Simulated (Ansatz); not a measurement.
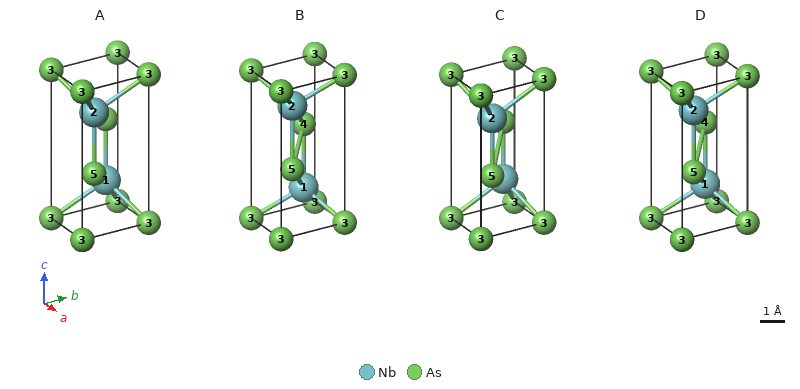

4 geometries from one relaxation of a crystal of Nb2As3 (built on the A-type sesquioxide_164 type) (coarse preliminary run), in shuffled order. A ball-and-stick model of the cell of the calculation, seen slightly off an axis.

Case: A-type sesquioxide type (P-3m1, No. 164).

All numbers below come from DFT PBE, scalar-relativistic, plane waves, PAW (Ansatz). Settings: plane-wave cutoff 420 eV; k-point mesh 6 × 6 × 4; occupations gaussian; smearing width 0.1 eV; no spin polarisation; cell and atoms relaxed; force threshold 0.04 eV/Å; at most 70 steps.

> Order the frames from highest to lowest energy.

C, A, D, B. They are steps 0, 1, 2, 6, at +1.387 eV per cell of the calculation, +0.654 eV per cell of the calculation, +0.279 eV per cell of the calculation relative to the last. After 5 accepted moves (6 points after the start) the energy has fallen by 1.387 eV per cell of the calculation. The largest force component goes from 2 to 0.028 eV/Å. Pressure: 16.31 GPa at the start and 0.00 GPa at the end. The SCF was repeated once at an unchanged geometry on a basis and grid sized afresh for the cell, which shifted the energy by 0.7 meV per cell of the calculation at most. The largest moves relative to the cell, 0.42 Å, are those of Nb1 and Nb2. Nb1 goes along −c. By element the largest moves are Nb 0.42 Å, As 0.22 Å. The volume changes by +4.1 %, with a = b 4.088 → 4.111 Å (+0.6 %), c 6.360 → 6.545 Å (+2.9 %). Some distances before and after: Nb1–As5 2.462 → 2.737 Å, Nb1–As4 2.544 → 2.815 Å, As4–As5 2.995 → 2.782 Å, Nb1–As3 2.828 → 2.652 Å. Among the angles between lasting bonds that change: Nb2–As4–Nb2 112.3° → 97.4°, Nb1–As4–Nb2 106.5° → 119.9°, Nb1–As3–Nb1 92.6° → 101.6°. The space group stays P-3m1 (No. 164).
